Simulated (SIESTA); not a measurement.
# A series of single points on PbO₂

System: PbO₂ (Fm-3m, 3 atoms in the cell).
Method: Kohn-Sham DFT of a periodic cell, PBE, PseudoDojo 0.4 standard NC, numerical atomic orbitals, no spin polarisation (SIESTA 5.4.2).

The 7 runs differ only in the geometry, by an even scaling of the cell at fixed fractional positions. The structure derives from a Materials Project entry.

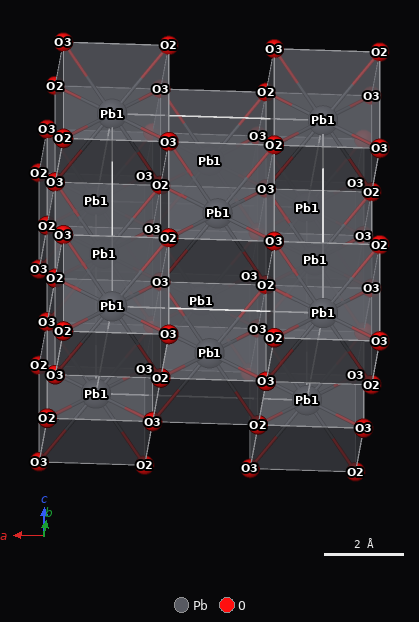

Figure 1. The structure of run 4 (polyhedral view of the cell 4 times as large as that of the calculation, set on its symmetry axes, seen at an oblique angle; polyhedra are completed across the faces of the cell; atoms are numbered from 1 in the order of the input).

## Input of run 4
```
SystemName                      PbO2
SystemLabel                     PbO2
NumberOfSpecies                 2
NumberOfAtoms                   3
%block ChemicalSpeciesLabel
  1  82 Pb
  2   8 O
%endblock ChemicalSpeciesLabel

LatticeConstant                 1.0 Ang
%block LatticeVectors
     0.0000000000     2.7019920000     2.7019920000
     2.7019920000     0.0000000000     2.7019920000
     2.7019920000     2.7019920000     0.0000000000
%endblock LatticeVectors
AtomicCoordinatesFormat         Ang
%block AtomicCoordinatesAndAtomicSpecies
     0.0000000000     0.0000000000     0.0000000000  1
     4.0529880000     4.0529880000     4.0529880000  2
     1.3509960000     1.3509960000     1.3509960000  2
%endblock AtomicCoordinatesAndAtomicSpecies

%block kgrid.MonkhorstPack
    9   0   0  0.0
    0   9   0  0.0
    0   0   9  0.0
%endblock kgrid.MonkhorstPack
XC.Functional                   GGA
XC.Authors                      PBE
PAO.BasisSize                   DZP
PAO.EnergyShift                 0.002 Ry
Mesh.Cutoff                     800 Ry
OccupationFunction              FD
ElectronicTemperature           0.05 eV
MaxSCFIterations                120
SCF.MustConverge                false
SCF.Mixer.Method                Pulay
SCF.Mixer.Weight                0.25
SCF.Mixer.History               8
SCF.DM.Tolerance                5.0e-05
SCF.H.Tolerance                 1.0e-03 eV
WriteForces                     true
Charge.Mulliken                 end
Charge.Hirshfeld                end
Charge.Voronoi                  end
SaveRho                         true
SaveElectrostaticPotential      true
```

Command:
```bash
siesta PbO2.fdf > PbO2.out 2>&1
```

Lattice vectors (Å) and fractional positions of run 4:
```
   0.000000    2.701992    2.701992
   2.701992    0.000000    2.701992
   2.701992    2.701992    0.000000
Pb  0.000000  0.000000  0.000000
O   0.750000  0.750000  0.750000
O   0.250000  0.250000  0.250000
```

Run 3 has the same physical settings and fractional positions; its lattice vectors (Å) are:
```
   0.000000    2.683857    2.683857
   2.683857    0.000000    2.683857
   2.683857    2.683857    0.000000
```

## Results, with one run withheld

```csv
run,volume per atom (Å³),"free energy per atom, from the lowest run given (meV)",pressure (GPa)
1,12.362,50.73,15.03
2,12.625,29.32,11.00
3,12.888,?,?
4,13.151,4.96,4.29
5,13.414,0.26,1.47
6,13.677,0.00,−1.08
7,13.940,3.48,−3.29
```

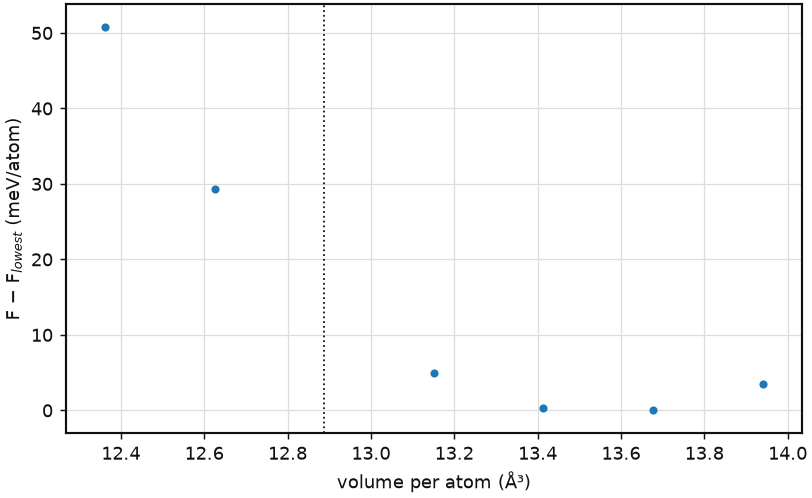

Figure 2. Free energy per atom of the runs given; the dotted line marks run 3.

What should run 3 give?

A cubic polynomial in V^(−2/3) (the Birch–Murnaghan form), fitted to the 6 runs given, misses them by at most 0.07 meV per atom. With x = V^(−2/3) − 0.17927 Å⁻², it reads F = 4.2856 + 2714.8 x + 4.041e+05 x² + 1.9429e+06 x³ (meV per atom). At run 3 it gives 14.35 meV per atom, and the run itself gives 14.41. The slope of the fit gives a pressure −dF/dV of 7.38 GPa there, and the run prints 7.30 GPa. The two needn't agree exactly: the fit is approximate, and the printed stress is taken on a finite basis. The fit has its minimum at 13.564 Å³ per atom, where V d²F/dV² gives 125 GPa: the bulk modulus at this level, since symmetry fixes the shape and the positions.

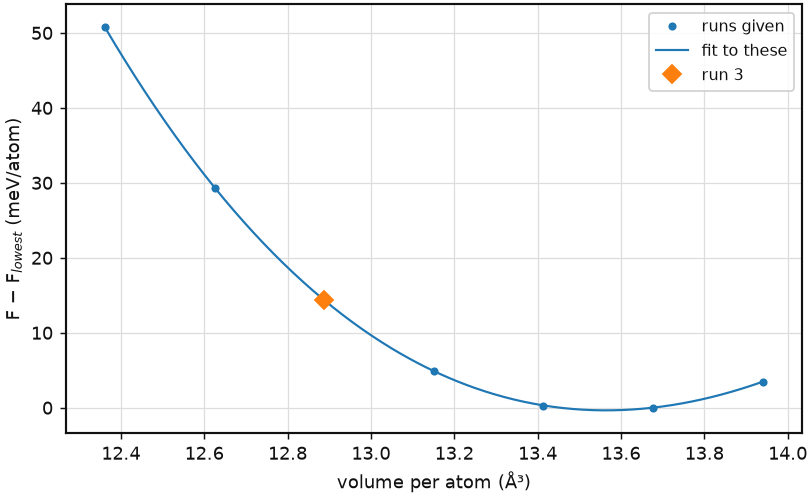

Figure 3. The fit and the withheld run.

## Some lines of the output (run 3)
```
[...]
outcell: Cell volume (Ang**3)        :     38.6641
stepf: Fermi-Dirac step function
siesta: Etot    =     -2807.235995
siesta: FreeEng =     -2807.236785
        iscf     Eharris(eV)        E_KS(eV)     FreeEng(eV)     dDmax    Ef(eV) dHmax(eV)
siesta: E_KS(eV) =            -2812.0905
siesta: E_KS - E_eggbox =     -2812.0905
siesta: Etot    =     -2812.090451
siesta: FreeEng =     -2812.096674
siesta:         Fermi =      -6.825989
siesta: Cell volume =         38.664130 Ang**3
    Orbital volume contribution        =           2.414371 eV
```

Notes: Spin–orbit coupling is left out, which matters for Pb. With a small basis of atomic orbitals these values can differ much from converged plane-wave results.
